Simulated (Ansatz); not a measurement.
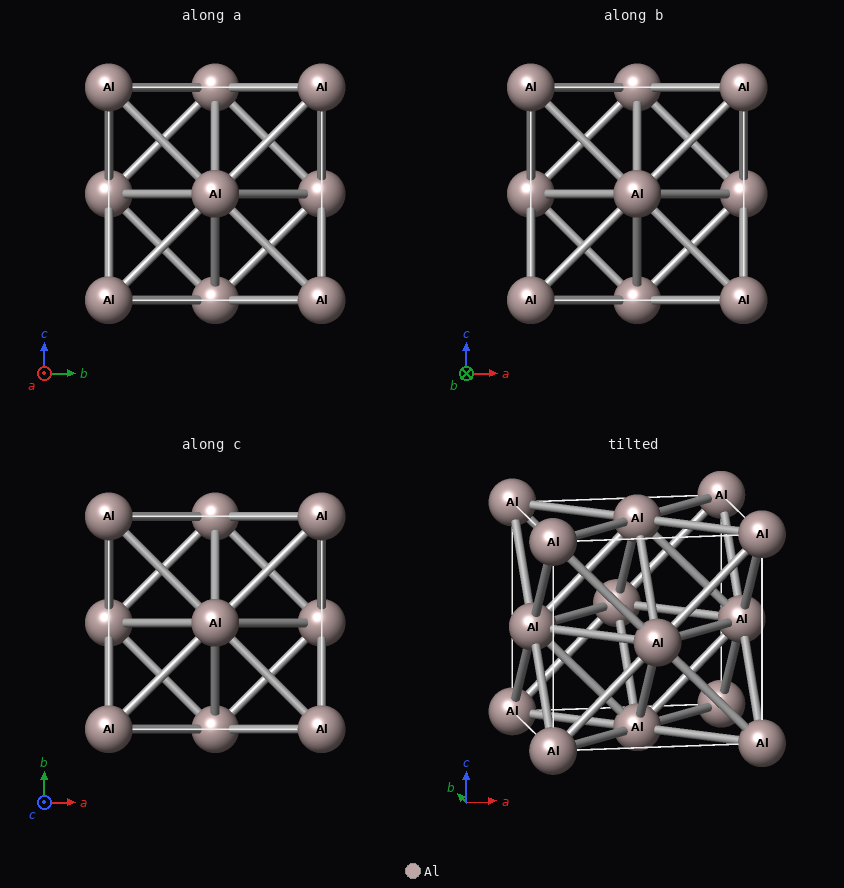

Drawn in the ball-and-stick manner and seen along the a axis, along the b axis, along the c axis and slightly off an axis. Atoms at the boundary of the conventional unit cell (the box) are drawn once for each face, edge or corner they touch.

Lattice parameters: a = 4.0410 Å, b = 4.0410 Å, c = 4.0410 Å, α = 90.000°, β = 90.000°, γ = 90.000°.

### Write the structure as a CIF with its space group and independent sites.

```cif
data_structure
_symmetry_space_group_name_H-M 'F m -3 m'
_symmetry_Int_Tables_number 225
_cell_length_a 4.0410
_cell_length_b 4.0410
_cell_length_c 4.0410
_cell_angle_alpha 90.000
_cell_angle_beta 90.000
_cell_angle_gamma 90.000
_cell_volume 65.99
loop_
_atom_site_label
_atom_site_type_symbol
_atom_site_symmetry_multiplicity
_atom_site_Wyckoff_symbol
_atom_site_fract_x
_atom_site_fract_y
_atom_site_fract_z
_atom_site_occupancy
Al1 Al 4 a 0.0000 0.5000 0.5000 1
```

Origin of the cell: a structure type filled with this element by a generator (whether the element takes this form wasn't checked). It is drawn as it came out of a relaxation with DFT PBE, scalar-relativistic, plane waves, PAW in Ansatz.
